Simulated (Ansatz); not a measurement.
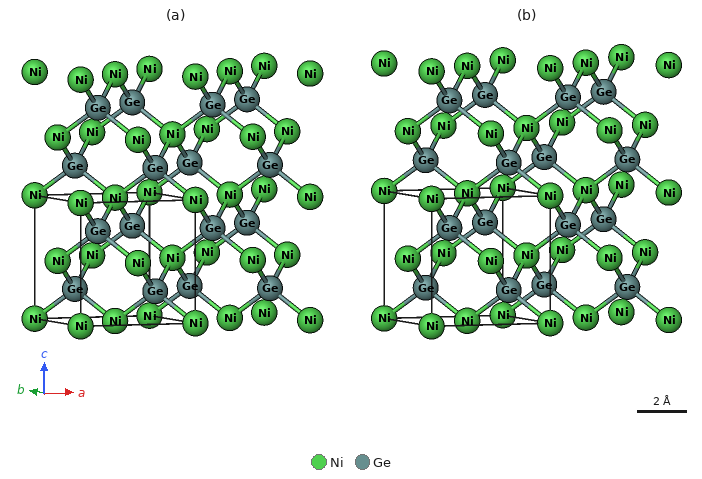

The structure of crystalline NiGe (built on the zinc blende type) (coarse preliminary run) before (left) and after (right) a relaxation, at one scale.

The picture is a ball-and-stick view of the conventional cell (4 times the calculation's cell), repeated 2 × 1 × 2 with one cell outlined, seen from a free direction. Lengths and directions refer to the drawn axes.

These are results of Ansatz, DFT PBEsol, scalar-relativistic, plane waves, PAW, not measurements. Settings: plane-wave cutoff 420 eV; k-point mesh 6 × 6 × 6; occupations gaussian; smearing width 0.1 eV; no spin polarisation; cell and atoms relaxed; force threshold 0.05 eV/Å; at most 80 steps.

Question: Summarise the run.

Answer: The atoms keep their places relative to the cell (all moves are under 0.005 Å). Cell: a = b = c 5.076 → 5.245 Å (+3.3 %). Volume +10.4 %. Near-neighbour distances that change, for instance: Ge–Ni 2.198 → 2.271 Å. The space group stays F-43m (No. 216). The energy falls by 59.3 meV per atom in 3 accepted moves (4 points after the start). All forces vanish by symmetry, so only the cell relaxes. Pressure: 12.16 GPa at the start and 0.10 GPa at the end. At 1 point the geometry stayed and the basis and grid were re-selected for the new cell (energy shift of 0.7 meV per atom at most each time). Cost: 7 s on 1 thread of Intel(R) Xeon(R) 6975P-C (Granite Rapids), with other jobs on the host, peak memory 0.38 GiB.

Limits of the set-up: an element that often carries a moment was run without spin polarisation.
